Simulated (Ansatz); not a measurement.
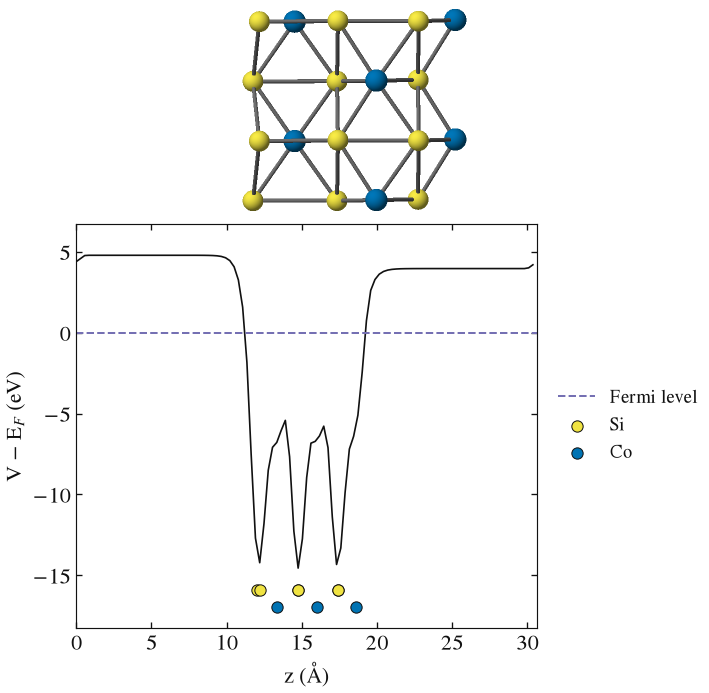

Write a caption with the findings.

Plane-averaged electrostatic potential energy of an electron across the slab; circles at the bottom mark the heights of the atoms. The structure is drawn too. System: CoSi2 (slab), 9 atoms in the cell. Level of theory: DFT PBE, scalar-relativistic, plane waves, PAW, no spin polarisation, 9×9×1 k mesh, 420 eV cutoff, Gaussian smearing of 0.1 eV; code Ansatz.

The work function is 3.96 eV at the right face and 4.78 eV at the left. The vacuum level is 0.82 eV higher at the left than at the right, so the slab carries a dipole along its normal; the ramp in the vacuum, at or near the edge of the plot, is the dipole correction that keeps each side flat. The outermost atoms are 6.5 Å apart, which leaves 24.1 Å of vacuum in a cell 30.7 Å high.

The run has no spin polarisation, so a magnetic state may lie lower. The atoms aren't at rest in this cell (largest force 0.6 eV/Å), so the relaxed material can differ.
